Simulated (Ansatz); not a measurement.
# Single-point calculation, with input and output: CoSi47 (charge −2) (part 4 of 4)

CoSi47 (defect cell, 48 atoms in the cell, total charge −2); DFT, PBE, plane waves, PAW, Ueff = 8 eV on Co d (Ansatz 0.2.0); cutoff 420 eV, 3×2×2 k-mesh, Methfessel–Paxton smearing of 0.05 eV, collinear spins. The structure derives from an entry of the Crystallography Open Database. The run did not end well.

### What the program printed, continued
```
SCF iter  95: F=-34937.594198 eV  HF=-34937.594196 eV  |F-HF|=2.55e-6  |Δ(HF+E_count)|=   1.97e-6  S|Δr|=    0.00e0  Δρ=1.00e-4 (↑8.75e-5 ↓1.00e-4)  dr2=5.00e-5  dr2_m=1.51e-5  M=-0.080 μB ∫|m|=1.236 μB  β_m=0.16  ethr=2.82e-11  ⟨swp⟩=6.2  Hψ=9099  notcnv=0  defer=467
SCF iter  96: F=-34937.594465 eV  HF=-34937.594455 eV  |F-HF|=1.05e-5  |Δ(HF+E_count)|=   2.59e-4  S|Δr|=    0.00e0  Δρ=7.69e-5 (↑7.69e-5 ↓3.93e-5)  dr2=1.36e-5  dr2_m=4.63e-6  M=-0.113 μB ∫|m|=1.241 μB  β_m=0.64  ethr=2.82e-11  ⟨swp⟩=6.4  Hψ=9826  notcnv=0  defer=466
SCF iter  97: F=-34937.594987 eV  HF=-34937.594909 eV  |F-HF|=7.78e-5  |Δ(HF+E_count)|=   4.55e-4  S|Δr|=    0.00e0  Δρ=2.86e-4 (↑2.41e-4 ↓2.86e-4)  dr2=1.72e-4  dr2_m=1.28e-4  M=-0.169 μB ∫|m|=1.240 μB  β_m=0.74  ethr=2.82e-11  ⟨swp⟩=7.1  Hψ=10953  notcnv=0  defer=466
SCF iter  98: F=-34937.594877 eV  HF=-34937.594820 eV  |F-HF|=5.74e-5  |Δ(HF+E_count)|=   8.96e-5  S|Δr|=    0.00e0  Δρ=2.47e-4 (↑1.93e-4 ↓2.47e-4)  dr2=1.19e-4  dr2_m=9.47e-5  M=-0.157 μB ∫|m|=1.239 μB  β_m=0.87  ethr=2.82e-11  ⟨swp⟩=9.4  Hψ=17015  notcnv=0
SCF iter  99: F=-34937.594804 eV  HF=-34937.594775 eV  |F-HF|=2.98e-5  |Δ(HF+E_count)|=   4.53e-5  S|Δr|=    0.00e0  Δρ=1.64e-4 (↑1.25e-4 ↓1.64e-4)  dr2=4.88e-5  dr2_m=4.14e-5  M=-0.145 μB ∫|m|=1.238 μB  β_m=0.94  ethr=2.82e-11  ⟨swp⟩=4.6  Hψ=13942  notcnv=0
SCF iter 100: F=-34937.594792 eV  HF=-34937.594879 eV  |F-HF|=8.67e-5  |Δ(HF+E_count)|=   1.04e-4  S|Δr|=    0.00e0  Δρ=1.41e-4 (↑1.30e-4 ↓1.41e-4)  dr2=1.41e-4  dr2_m=2.91e-5  M=-0.153 μB ∫|m|=1.237 μB  β_m=0.80  ethr=2.82e-11  ⟨swp⟩=4.1  Hψ=13038  notcnv=0
SCF iter 101: F=—  HF=-34937.604250 eV  |F-HF|=—  |Δ(HF+E_count)|=         —  Δρ=1.72e-4 (↑1.33e-4 ↓1.72e-4)  dr2=1.54e-4  dr2_m=5.88e-5  M=-0.141 μB ∫|m|=1.217 μB  ethr=2.82e-11  ⟨swp⟩=5.4  Hψ=14927  notcnv=0
Mixer restart at iter 101: flushing history
iteration 101: the SCF's residuals had fallen too slowly under its mixing. It goes on by minimising its free energy, and can end on another state than longer mixing would; under `scf.algorithm: density_mixing` no SCF does so, but by `scf.convergence.dm_fallback`
SCF iter 102: F=—  HF=-34937.604445 eV  |F-HF|=—  |Δ(HF+E_count)|=   1.95e-4  Δρ=3.69e-5 (↑3.69e-5 ↓2.51e-5)  dr2=2.16e-5  dr2_m=2.89e-6  M=-0.139 μB ∫|m|=1.212 μB  ethr=2.82e-11  ⟨swp⟩=8.5  Hψ=20539  notcnv=0
```

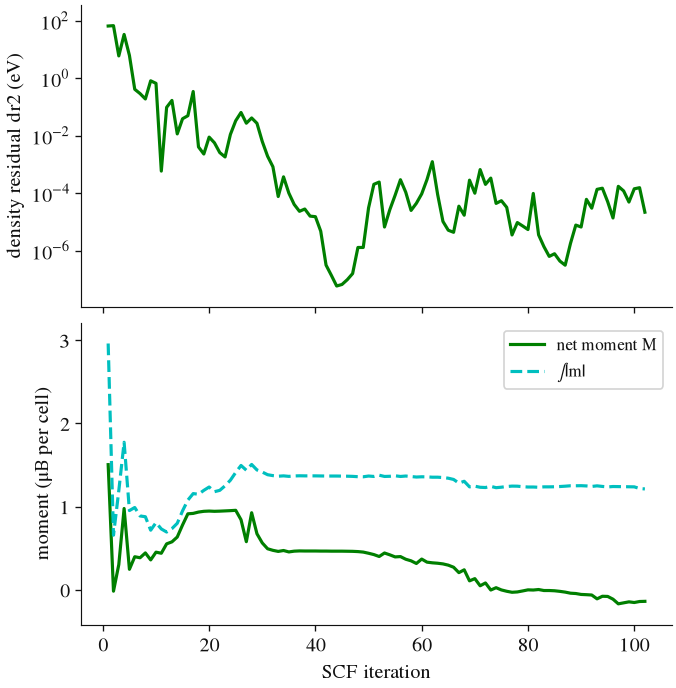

*Convergence of the self-consistent field: density residual dr2 and magnetic moment against the SCF iteration.*

The run ended after 102 iterations. The net moment goes from 1.5 to −0.1 μB per cell.

```
Error: SIGTERM received: cancelled by the caller after 102 completed SCF iterations
```

This output came from the following input.

### Input
```yaml
crystal:
  lattice:
    - [7.332, 0.0, 0.0]
    - [-4.888, 8.4662643472, 0.0]
    - [0.0, 0.0, 8.304]
  atoms:
    - { symbol: Co, position: [0.1111111111, 0.1666666667, 0.125], spin: 3.0 }
    - { symbol: Si, position: [0.1111111111, 0.1666666667, 0.625] }
    - { symbol: Si, position: [0.1111111111, 0.4166666667, 0.125] }
    - { symbol: Si, position: [0.1111111111, 0.4166666667, 0.625] }
    - { symbol: Si, position: [0.1111111111, 0.6666666667, 0.125] }
    - { symbol: Si, position: [0.1111111111, 0.6666666667, 0.625] }
    - { symbol: Si, position: [0.1111111111, 0.9166666667, 0.125] }
    - { symbol: Si, position: [0.1111111111, 0.9166666667, 0.625] }
    - { symbol: Si, position: [0.4444444444, 0.1666666667, 0.125] }
    - { symbol: Si, position: [0.4444444444, 0.1666666667, 0.625] }
    - { symbol: Si, position: [0.4444444444, 0.4166666667, 0.125] }
    - { symbol: Si, position: [0.4444444444, 0.4166666667, 0.625] }
    - { symbol: Si, position: [0.4444444444, 0.6666666667, 0.125] }
    - { symbol: Si, position: [0.4444444444, 0.6666666667, 0.625] }
    - { symbol: Si, position: [0.4444444444, 0.9166666667, 0.125] }
    - { symbol: Si, position: [0.4444444444, 0.9166666667, 0.625] }
    - { symbol: Si, position: [0.7777777778, 0.1666666667, 0.125] }
    - { symbol: Si, position: [0.7777777778, 0.1666666667, 0.625] }
    - { symbol: Si, position: [0.7777777778, 0.4166666667, 0.125] }
    - { symbol: Si, position: [0.7777777778, 0.4166666667, 0.625] }
    - { symbol: Si, position: [0.7777777778, 0.6666666667, 0.125] }
    - { symbol: Si, position: [0.7777777778, 0.6666666667, 0.625] }
    - { symbol: Si, position: [0.7777777778, 0.9166666667, 0.125] }
    - { symbol: Si, position: [0.7777777778, 0.9166666667, 0.625] }
    - { symbol: Si, position: [0.2222222222, 0.0833333333, 0.375] }
    - { symbol: Si, position: [0.2222222222, 0.0833333333, 0.875] }
    - { symbol: Si, position: [0.2222222222, 0.3333333333, 0.375] }
    - { symbol: Si, position: [0.2222222222, 0.3333333333, 0.875] }
    - { symbol: Si, position: [0.2222222222, 0.5833333333, 0.375] }
    - { symbol: Si, position: [0.2222222222, 0.5833333333, 0.875] }
    - { symbol: Si, position: [0.2222222222, 0.8333333333, 0.375] }
    - { symbol: Si, position: [0.2222222222, 0.8333333333, 0.875] }
    - { symbol: Si, position: [0.5555555556, 0.0833333333, 0.375] }
    - { symbol: Si, position: [0.5555555556, 0.0833333333, 0.875] }
    - { symbol: Si, position: [0.5555555556, 0.3333333333, 0.375] }
    - { symbol: Si, position: [0.5555555556, 0.3333333333, 0.875] }
    - { symbol: Si, position: [0.5555555556, 0.5833333333, 0.375] }
    - { symbol: Si, position: [0.5555555556, 0.5833333333, 0.875] }
    - { symbol: Si, position: [0.5555555556, 0.8333333333, 0.375] }
    - { symbol: Si, position: [0.5555555556, 0.8333333333, 0.875] }
    - { symbol: Si, position: [0.8888888889, 0.0833333333, 0.375] }
    - { symbol: Si, position: [0.8888888889, 0.0833333333, 0.875] }
    - { symbol: Si, position: [0.8888888889, 0.3333333333, 0.375] }
    - { symbol: Si, position: [0.8888888889, 0.3333333333, 0.875] }
    - { symbol: Si, position: [0.8888888889, 0.5833333333, 0.375] }
    - { symbol: Si, position: [0.8888888889, 0.5833333333, 0.875] }
    - { symbol: Si, position: [0.8888888889, 0.8333333333, 0.375] }
    - { symbol: Si, position: [0.8888888889, 0.8333333333, 0.875] }
magnetization:
  spin_polarized: true
total_charge: -2
kpoints:
  mp_grid: { grid: [3, 2, 2] }
scf:
  occupations: { method: methfessel_paxton, width: 0.05 }
hamiltonian:
  xc: pbe
  pseudopotentials: { kind: paw }
  hubbard: { sites: [{ species: Co, l: d, u_eff: 8.0 }], double_counting: amf }
output:
  forces: true
  stress: true
  populations: true
  efg: { quadrupole_moments_barn: { Co: 0.42 }, contact_densities: true }
```

Run as:
```bash
ansatz run input.yaml --threads 4 --pin off --max-ram 8192MiB --backend cpu --events-out ev --progress --plain --runs-dir out
```

### What the run reported

```tsv
quantity	value
outcome	stopped at the time limit
hardware	4 threads of Arm Neoverse V1, 24 GiB of memory available, shared host
wall time	10 min (CPU time 41 min)
peak memory	3.3 GiB
```

### Diagnosis

Settings chosen away from the usual ones: hamiltonian.hubbard = {"sites": [{"species": "Co", "l": "d", "u_eff": 8.0}], "double_counting": "amf"}, scf.occupations.width = null, scf.occupations.method = "tetrahedron", scf.occupations.method = "methfessel_paxton", scf.occupations.width = 0.05. The run was cut off by its time limit, so the output is incomplete.
